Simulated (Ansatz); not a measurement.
Geometry relaxation of Mo

The run: geometry relaxation of Mo (1 atom in the cell). Method and program: DFT, PBE, PAW with Ansatz's default frozen-core files, fully relativistic files with spin-orbit coupling (Ansatz 0.2.0).

The structure was built on a prototype by a generator; it need not be a known phase. It belongs to a series of runs on one base structure; here: bcc relaxed, PAW files.

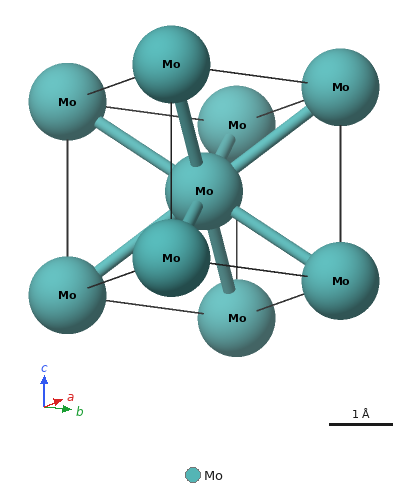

Fig. 1: The structure as given in the input (ball-and-stick view of the cell 2 times as large as that of the calculation, set on its symmetry axes, seen at an oblique angle).

## Input
```yaml
crystal:
  lattice:
    - [-1.5813925127, 1.5813925127, 1.5813925127]
    - [1.5813925127, -1.5813925127, 1.5813925127]
    - [1.5813925127, 1.5813925127, -1.5813925127]
  atoms:
    - { symbol: Mo, position: [0.0, 0.0, 0.0] }
kpoints:
  mp_grid: { grid: [18, 18, 18] }
scf:
  occupations: { method: fermi_dirac, width: 0.05 }
hamiltonian:
  xc: pbe
  pseudopotentials: { kind: paw_fr }
output:
  forces: true
  stress: true
relax:
  f_tol: 0.005
  max_steps: 40
  cell: {}
magnetization:
  noncollinear: true
  spin_orbit: true
```

Run on 2 threads of Arm Neoverse V2, 128 GiB of memory available, shared host.

Launch command:
```bash
ansatz run input.yaml --threads 2 --pin off --max-ram 5120MiB --backend cpu --events-out ev --progress --plain --runs-dir out
```

## What the program printed
```
Engine: ansatz 0.2.0, aarch64-unknown-linux-gnu
Pseudopotentials: kind: paw_fr
Pseudopotential: Mo, paw_fr, valence charge 14, recommended cutoff 420 eV (normal), Mo.paw.azcp#standard-fr
Functional definition: PBE
  parameter kappa = 0.804
  parameter beta = 0.06672455060314922
  exchange = pbe_x(kappa = kappa, mu = beta*pi^2/3)
  correlation = pbe_c(beta = beta)
non-collinear run that drives no moment, with spin-orbit: no starting moment large enough to seed its density (crystal.atoms[].spin), no starting occupations that ask for one, no magnetisation constraint and no magnetic field, so the semilocal B_xc is pinned to zero
Crystal: 1 atoms, lattice volume = 15.819 Å³
Basis set: ecut = 420 eV, 321 PW (Γ), exchange–correlation on 40×40×40 points (8 copies of the dense FFT grid, shifted against one another)
Bands: 22, of which v1, the nominal top of the filled ones, is band 14 counted from 1 (13 counted from 0)
Symmetry: 48 space group operations + 48 with time reversal
Magnetic group: BNS 229.141 (UNI 1643), of the structure as read, at distance tolerance 2.5e-5 Å
k-points: 195 of 5832
Projection manifold: j_resolved (fully-relativistic pseudo-atomic orbitals)
Non-local potential: Mo, projectors of the file, l = 0: 3, l = 1: 4, l = 2: 4, l = 3: 2
PAW form: soft (Blöchl's): semilocal exchange-correlation on the pseudo side does not see the compensation charge
PAW one-centre angular grid: Mo, 590 points (default); XC on 64 Gauss nodes
Initial density: superposition of atomic densities (chi_scale 0.1, normalization cell)
Initial wavefunctions: pseudopotential atomic-orbital guess
Functional: x = pbe(κ = 0.804, μ = 0.2195149727645171), c = pbe(β = 0.06672455060314922)
SCF iter   1: F=—  HF=-4957.824269 eV  |F-HF|=—  |Δ(HF+E_count)|=         —  Δρ=1.06e-1  dr2=1.79e0  dr2_m=0.00e0 (ungated)  ethr=3.10e-3  |M|=0.00e0 ∫|m|=0.00e0 μB  |m|>n=0.0e0 m-floor=0.0e0 τ_xc=0.0e0  β_m=0.30  ⟨swp⟩=7.1  Hψ=11620  notcnv=0  defer=20
preconditioner: auto → none  [metal: Δε(μ)=0.006 eV  Ē_g=8.542 eV  σ=0.050 eV  W_gap=0.03  n_scr=0 (ndim 8)  ℏωp=22.9 eV  f_vac=0.000  D(μ)=0.75/eV (n_scr^D=12)]
SCF iter   2: F=—  HF=-4957.308855 eV  |F-HF|=—  |Δ(HF+E_count)|=   5.15e-1  Δρ=5.47e-2  dr2=3.86e-1  dr2_m=0.00e0 (ungated)  ethr=3.10e-3  |M|=0.00e0 ∫|m|=0.00e0 μB  |m|>n=0.0e0 m-floor=0.0e0 τ_xc=0.0e0  β_m=0.42  ⟨swp⟩=2.9  Hψ=4790  notcnv=0  defer=450
SCF iter   3: F=—  HF=-4957.195338 eV  |F-HF|=—  |Δ(HF+E_count)|=   1.14e-1  Δρ=1.61e-2  dr2=1.30e-2  dr2_m=0.00e0 (ungated)  ethr=2.76e-3  |M|=0.00e0 ∫|m|=0.00e0 μB  |m|>n=0.0e0 m-floor=0.0e0 τ_xc=0.0e0  β_m=0.66  ⟨swp⟩=3.0  Hψ=3756  notcnv=0  defer=450
SCF iter   4: F=—  HF=-4957.194057 eV  |F-HF|=—  |Δ(HF+E_count)|=   1.28e-3  Δρ=1.35e-3  dr2=2.64e-4  dr2_m=0.00e0 (ungated)  ethr=9.31e-5  |M|=0.00e0 ∫|m|=0.00e0 μB  |m|>n=0.0e0 m-floor=0.0e0 τ_xc=0.0e0  β_m=0.83  ⟨swp⟩=2.9  Hψ=3701  notcnv=0  defer=422
SCF iter   5: F=—  HF=-4957.193962 eV  |F-HF|=—  |Δ(HF+E_count)|=   9.47e-5  Δρ=9.75e-5  dr2=7.20e-7  dr2_m=0.00e0 (ungated)  ethr=1.89e-6  |M|=0.00e0 ∫|m|=0.00e0 μB  |m|>n=0.0e0 m-floor=0.0e0 τ_xc=0.0e0  β_m=0.89  ⟨swp⟩=2.0  Hψ=3112  notcnv=0  defer=422
SCF iter   6: F=—  HF=-4957.193962 eV  |F-HF|=—  |Δ(HF+E_count)|=   3.13e-8  Δρ=7.03e-6  dr2=5.32e-9  dr2_m=0.00e0 (ungated)  ethr=7.14e-10  |M|=0.00e0 ∫|m|=0.00e0 μB  |m|>n=0.0e0 m-floor=0.0e0 τ_xc=0.0e0  β_m=0.92  ⟨swp⟩=4.0  Hψ=6516  notcnv=0
SCF iter   7: F=-4957.193962 eV  HF=-4957.193962 eV  |F-HF|=9.09e-13  |Δ(HF+E_count)|=   1.22e-9  Δρ=2.83e-7  dr2=4.45e-12  dr2_m=0.00e0 (ungated)  ethr=3.80e-11  |M|=0.00e0 ∫|m|=0.00e0 μB  |m|>n=0.0e0 m-floor=0.0e0 τ_xc=0.0e0  ⟨swp⟩=1.3  Hψ=6123  notcnv=0
SCF 1 converged in 7 iterations: F = -4957.193962 eV  dr2 = 4.45e-12
  greatest PAW one-centre occupation: 0.998 electrons in one spin orbital (limit 2), on the Mo atom at site 0 (counted from 0), in its partial waves of l = 0
relax step   1: F+E_penalty+E_count = -4957.19396216 eV  Δ(F+E_penalty+E_count) = +0.000e0 eV  max|allowed force component| = 0.000e0 eV/Å  Δτ_max = 0.0000 Å  P = -0.458 GPa  Ω = 15.819 Å³  (7 SCF iters, dr2 threshold 1.00e-7 eV, accepted)
Crystal: 1 atoms, lattice volume = 15.734 Å³
Projection manifold: j_resolved (fully-relativistic pseudo-atomic orbitals)
Initial density: handed on by an earlier stage of this run
Initial wavefunctions: those handed on with the density
iter 1 solved again at ethr=4.89e-8 eV; its pass at ethr=3.10e-3 eV (dr2=6.84e-6 eV) is discarded
SCF iter   1: F=—  HF=-4957.193859 eV  |F-HF|=—  |Δ(HF+E_count)|=         —  Δρ=3.06e-4  dr2=5.49e-6  dr2_m=0.00e0 (ungated)  ethr=4.89e-8  |M|=0.00e0 ∫|m|=0.00e0 μB  |m|>n=0.0e0 m-floor=0.0e0 τ_xc=0.0e0  β_m=0.30  ⟨swp⟩=3.2  Hψ=12027  notcnv=0
preconditioner: auto → none  [metal: Δε(μ)=0.024 eV  Ē_g=8.275 eV  σ=0.050 eV  W_gap=0.12  n_scr=0 (ndim 8)  ℏωp=22.9 eV  f_vac=0.000  D(μ)=0.56/eV (n_scr^D=0)]
SCF iter   2: F=—  HF=-4957.193861 eV  |F-HF|=—  |Δ(HF+E_count)|=   1.46e-6  Δρ=2.16e-4  dr2=2.56e-6  dr2_m=0.00e0 (ungated)  ethr=3.92e-8  |M|=0.00e0 ∫|m|=0.00e0 μB  |m|>n=0.0e0 m-floor=0.0e0 τ_xc=0.0e0  β_m=0.62  ⟨swp⟩=1.0  Hψ=2145  notcnv=0
SCF iter   3: F=-4957.193862 eV  HF=-4957.193862 eV  |F-HF|=1.24e-8  |Δ(HF+E_count)|=   1.61e-6  Δρ=1.59e-5  dr2=2.58e-8  dr2_m=0.00e0 (ungated)  ethr=7.14e-10  |M|=0.00e0 ∫|m|=0.00e0 μB  |m|>n=0.0e0 m-floor=0.0e0 τ_xc=0.0e0  ⟨swp⟩=3.0  Hψ=7437  notcnv=0
SCF 2 converged in 3 iterations: F = -4957.193862 eV  dr2 = 2.58e-8
relax step   2: F+E_penalty+E_count = -4957.19386238 eV  Δ(F+E_penalty+E_count) = +9.979e-5 eV  max|allowed force component| = 0.000e0 eV/Å  Δτ_max = 0.0000 Å  P = +0.938 GPa  Ω = 15.734 Å³  energy of the carried Pulay correction = +2.484e-5 eV  (3 SCF iters, dr2 threshold 1.00e-7 eV, rejected (line search))
Crystal: 1 atoms, lattice volume = 15.791 Å³
Projection manifold: j_resolved (fully-relativistic pseudo-atomic orbitals)
iter 1 solved again at ethr=2.16e-8 eV; its pass at ethr=3.10e-3 eV (dr2=3.03e-6 eV) is discarded
SCF iter   1: F=—  HF=-4957.194009 eV  |F-HF|=—  |Δ(HF+E_count)|=         —  Δρ=1.99e-4  dr2=2.27e-6  dr2_m=0.00e0 (ungated)  ethr=2.16e-8  |M|=0.00e0 ∫|m|=0.00e0 μB  |m|>n=0.0e0 m-floor=0.0e0 τ_xc=0.0e0  β_m=0.30  ⟨swp⟩=3.2  Hψ=11759  notcnv=0
preconditioner: auto → none  [metal: Δε(μ)=0.029 eV  Ē_g=8.245 eV  σ=0.050 eV  W_gap=0.14  n_scr=0 (ndim 8)  ℏωp=22.9 eV  f_vac=0.000  D(μ)=0.57/eV (n_scr^D=0)]
SCF iter   2: F=—  HF=-4957.194010 eV  |F-HF|=—  |Δ(HF+E_count)|=   1.36e-6  Δρ=1.40e-4  dr2=1.08e-6  dr2_m=0.00e0 (ungated)  ethr=1.62e-8  |M|=0.00e0 ∫|m|=0.00e0 μB  |m|>n=0.0e0 m-floor=0.0e0 τ_xc=0.0e0  β_m=0.63  ⟨swp⟩=1.0  Hψ=2145  notcnv=0
SCF iter   3: F=—  HF=-4957.194011 eV  |F-HF|=—  |Δ(HF+E_count)|=   2.44e-7  Δρ=7.10e-6  dr2=4.59e-9  dr2_m=0.00e0 (ungated)  ethr=7.69e-9  |M|=0.00e0 ∫|m|=0.00e0 μB  |m|>n=0.0e0 m-floor=0.0e0 τ_xc=0.0e0  β_m=0.58  ⟨swp⟩=1.0  Hψ=2190  notcnv=0
SCF iter   4: F=—  HF=-4957.194011 eV  |F-HF|=—  |Δ(HF+E_count)|=   2.29e-9  Δρ=3.49e-6  dr2=4.64e-10  dr2_m=0.00e0 (ungated)  ethr=3.28e-11  |M|=0.00e0 ∫|m|=0.00e0 μB  |m|>n=0.0e0 m-floor=0.0e0 τ_xc=0.0e0  β_m=0.79  ⟨swp⟩=2.0  Hψ=3345  notcnv=0
SCF iter   5: F=—  HF=-4957.194011 eV  |F-HF|=—  |Δ(HF+E_count)|=  9.55e-11  Δρ=4.41e-7  dr2=1.23e-11  dr2_m=0.00e0 (ungated)  ethr=3.31e-12  |M|=0.00e0 ∫|m|=0.00e0 μB  |m|>n=0.0e0 m-floor=0.0e0 τ_xc=0.0e0  β_m=0.79  ⟨swp⟩=2.2  Hψ=3518  notcnv=0
SCF iter   6: F=-4957.194011 eV  HF=-4957.194011 eV  |F-HF|=0.00e0  |Δ(HF+E_count)|=  9.09e-13  Δρ=4.18e-8  dr2=1.32e-13  dr2_m=0.00e0 (ungated)  ethr=1.00e-12  |M|=0.00e0 ∫|m|=0.00e0 μB  |m|>n=0.0e0 m-floor=0.0e0 τ_xc=0.0e0  ⟨swp⟩=4.1  Hψ=7087  notcnv=0
SCF 3 converged in 6 iterations: F = -4957.194011 eV  dr2 = 1.32e-13
relax step   3: F+E_penalty+E_count = -4957.19401055 eV  Δ(F+E_penalty+E_count) = -4.838e-5 eV  max|allowed force component| = 0.000e0 eV/Å  Δτ_max = 0.0000 Å  P = -0.003 GPa  Ω = 15.791 Å³  energy of the carried Pulay correction = +8.167e-6 eV  (6 SCF iters, accepted)
Projection manifold: j_resolved (fully-relativistic pseudo-atomic orbitals)
Initial wavefunctions: pseudopotential atomic-orbital guess (no wavefunctions were taken with the density)
iter 1 solved again at ethr=1.02e-7 eV; its pass at ethr=3.10e-3 eV (dr2=1.43e-5 eV) is discarded
SCF iter   1: F=—  HF=-4957.194001 eV  |F-HF|=—  |Δ(HF+E_count)|=         —  Δρ=4.75e-6  dr2=4.54e-10  dr2_m=0.00e0 (ungated)  ethr=1.02e-7  |M|=0.00e0 ∫|m|=0.00e0 μB  |m|>n=0.0e0 m-floor=0.0e0 τ_xc=0.0e0  β_m=0.30  ⟨swp⟩=3.1  Hψ=16862  notcnv=0
eigensolver tolerance schedule: the retry pair's looser diagonalisation over-reported the residual by 31549.40 of it (diagonalisation noise at an unbounded share of the residual, at the tolerance the schedule requests for it); recorded, not acted on — ethr = c·dr2/N_el stays at c = 1.0e-1
SCF iter   2: F=—  HF=-4957.194001 eV  |F-HF|=—  |Δ(HF+E_count)|=   1.17e-7  Δρ=3.57e-6  dr2=2.98e-10  dr2_m=0.00e0 (ungated)  ethr=3.24e-12  |M|=0.00e0 ∫|m|=0.00e0 μB  |m|>n=0.0e0 m-floor=0.0e0 τ_xc=0.0e0  β_m=0.65  ⟨swp⟩=3.1  Hψ=4215  notcnv=0
SCF iter   3: F=—  HF=-4957.194001 eV  |F-HF|=—  |Δ(HF+E_count)|=  1.60e-10  Δρ=1.12e-6  dr2=1.47e-10  dr2_m=0.00e0 (ungated)  ethr=2.13e-12  |M|=0.00e0 ∫|m|=0.00e0 μB  |m|>n=0.0e0 m-floor=0.0e0 τ_xc=0.0e0  β_m=0.52  ⟨swp⟩=2.0  Hψ=3514  notcnv=0
SCF iter   4: F=—  HF=-4957.194001 eV  |F-HF|=—  |Δ(HF+E_count)|=  3.55e-11  Δρ=6.63e-7  dr2=3.69e-11  dr2_m=0.00e0 (ungated)  ethr=1.05e-12  |M|=0.00e0 ∫|m|=0.00e0 μB  |m|>n=0.0e0 m-floor=0.0e0 τ_xc=0.0e0  β_m=0.54  ⟨swp⟩=2.1  Hψ=2545  notcnv=0
SCF iter   5: F=-4957.194001 eV  HF=-4957.194001 eV  |F-HF|=4.55e-12  |Δ(HF+E_count)|=  9.09e-12  Δρ=3.40e-7  dr2=9.02e-12  dr2_m=0.00e0 (ungated)  ethr=1.00e-12  |M|=0.00e0 ∫|m|=0.00e0 μB  |m|>n=0.0e0 m-floor=0.0e0 τ_xc=0.0e0  ⟨swp⟩=3.2  Hψ=7866  notcnv=0
SCF 4 converged in 5 iterations: F = -4957.194001 eV  dr2 = 9.02e-12
relax step   4: F+E_penalty+E_count = -4957.19400058 eV  Δ(F+E_penalty+E_count) = +9.964e-6 eV  max|allowed force component| = 0.000e0 eV/Å  Δτ_max = 0.0000 Å  P = -0.003 GPa  Ω = 15.791 Å³  stress off target by 2.83e-3 GPa  SCF on the basis re-selected at this cell (its energy is not comparable with the rows above)  (5 SCF iters)
```

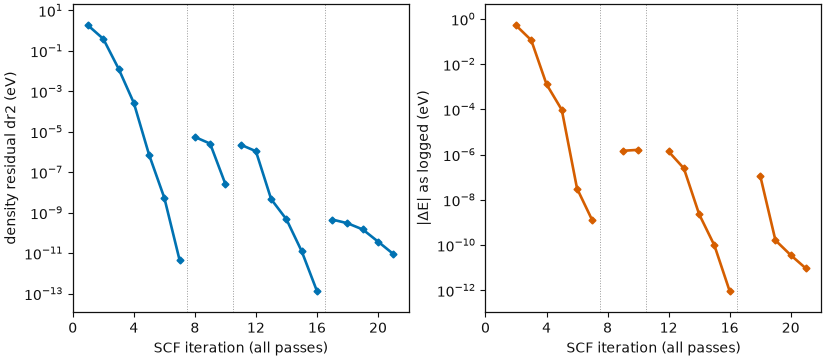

Fig. 2: Convergence of the self-consistent field: density residual dr2 and size of the energy change against the SCF iteration. The dotted lines part the SCF passes of the relaxation: geometry steps, rejected trials and re-solves on a re-selected basis. The passes take 7, 3, 6 and 5 iterations.

```
basis re-selected at this cell: Δ(F+E_penalty+E_count) = +9.964e-6 eV, ΔP = +0.000 GPa vs the last step (what re-selecting the basis moved, of the pressure what is left beyond the Pulay correction that the steps carried, after the strain that the cell walked since its last selection, with what the two solves' SCF thresholds leave and, on support functions, any second-order correction that the steps lacked; it is no measure of the basis error at this ecutwfc). This SCF's stress stands 2.83e-3 GPa from its target on what of the cell is left free (relax.cell.stress_tol is 5.00e-2 GPa) and its largest allowed force component is 0.00e0 eV/Å (relax.f_tol is 5.00e-3 eV/Å): within both
SCF converged after 5 iterations
Magnetization: |M| = 0.0000 μB,  M = (+0.0000, +0.0000, +0.0000) μB
Absolute magnetization: 0.0000 μB (∫|m|)
  site 0: m = (+0.0000, +0.0000, +0.0000) μB, |m| = 0.0000 μB  (R = 1.13 Å)
Free energy (F): -4957.194001 eV
Harris-Foulkes:  -4957.194001 eV  (|F-HF|=4.55e-12)
Internal energy: -4957.189167 eV  (E = F + TS)
E sigma→0 (E₀):  -4957.191584 eV
Entropy (-TS):   -0.004833 eV (-4.833 meV/atom)
Fermi energy:    20.874765 eV
--- Per-component energies (eV) ---
  E_band       = -58.371176
  E_kinetic    = 440.564712
  E_local      = -790.901536  (includes V_loc(G=0)·N_el)
  E_nonlocal   = 142.177982
  E_hartree    = 261.261658
  E_xc         = -183.476376
  E_vxc        = -228.996321  (∫ρ·V_xc dr)
  E_paw        = -3202.114502  (= ΣΔE_a)
  E_vpaw       = -143.739452  (= ΣTr[D̂ρ^β])
  E_aug_tail   = 0.000043  (compensation charges beyond the density's cutoff)
  E_ewald      = -1624.701149
  E_smearing   = -0.004833  (= −TS)
  E_closure    = 0.000000  (closes the sum)
  Σ components = -4957.194001   (vs F -4957.194001, Δ=0.00e0)
--- Forces (eV/Å), atoms counted from 1 ---
  atom   1  Mo    -0.00000000     0.00000000     0.00000000
  max |Σ_I F_I| component: 1.72e-32 eV/Å
--- Stress (GPa, compression-positive) ---
       -0.002829       0.000000      -0.000000
        0.000000      -0.002829      -0.000000
       -0.000000       0.000000      -0.002829
  P = ⅓ Tr σ = -0.0028 GPa (-0.028 kbar)
--- Relaxed structure (3 steps of the walk, 2 accepted, 1 SCFs on fresh bases) ---
  F+E_penalty+E_count = -4957.19400058 eV   max|allowed force component| = 0.000e0 eV/Å   (the final SCF, on the basis selected at the relaxed cell)
  cell:  # Å, volume = 15.7911 Å³
    - [-1.5804629080783588, 1.5804629080783588, 1.5804629080783588]
    - [1.5804629080783588, -1.5804629080783588, 1.5804629080783588]
    - [1.5804629080783588, 1.5804629080783588, -1.5804629080783588]
  atoms:
    - { symbol: Mo, position: [0.0, 0.0, 0.0] }
```

## Trajectory as extended XYZ (Å, eV, eV/Å), 4 frames, from step=1 to step=4
```
1
Lattice="-1.5814 1.5814 1.5814 1.5814 -1.5814 1.5814 1.5814 1.5814 -1.5814" Properties=species:S:1:pos:R:3:forces:R:3 step=1 energy=-4957.19396 pressure_GPa=-0.46
Mo    0.0000    0.0000    0.0000    0.0000   0.0000   0.0000
1
Lattice="-1.5786 1.5786 1.5786 1.5786 -1.5786 1.5786 1.5786 1.5786 -1.5786" Properties=species:S:1:pos:R:3:forces:R:3 step=2 energy=-4957.19386 pressure_GPa=0.94 accepted=F
Mo    0.0000    0.0000    0.0000    0.0000   0.0000   0.0000
1
Lattice="-1.5805 1.5805 1.5805 1.5805 -1.5805 1.5805 1.5805 1.5805 -1.5805" Properties=species:S:1:pos:R:3:forces:R:3 step=3 energy=-4957.19401 pressure_GPa=-0.00
Mo    0.0000    0.0000    0.0000    0.0000   0.0000   0.0000
1
Lattice="-1.5805 1.5805 1.5805 1.5805 -1.5805 1.5805 1.5805 1.5805 -1.5805" Properties=species:S:1:pos:R:3:forces:R:3 step=4 energy=-4957.19400 pressure_GPa=-0.00
Mo    0.0000    0.0000    0.0000    0.0000   0.0000   0.0000
```

## Results in brief

| quantity | value |
| --- | --- |
| outcome | converged |
| space group (tolerance 0.01 Å) | Im-3m (229) |
| electrons treated | 14 |
| free energy | −4957.1940 eV |
| Fermi energy | 20.875 eV |
| net moment of the cell | 0.00 μB |
| integrated absolute moment | 0.00 μB |
| pressure | 0.00 GPa |
| final volume | 15.79 Å³ |
| largest force (length of the vector) at the end | under 0.001 eV/Å |
| final cell | a = 2.737 Å, b = 2.737 Å, c = 2.737 Å, α = 109.47°, β = 109.47°, γ = 109.47° |
| wall time | 13 s (CPU time 25 s) |
| peak memory | 0.47 GiB |
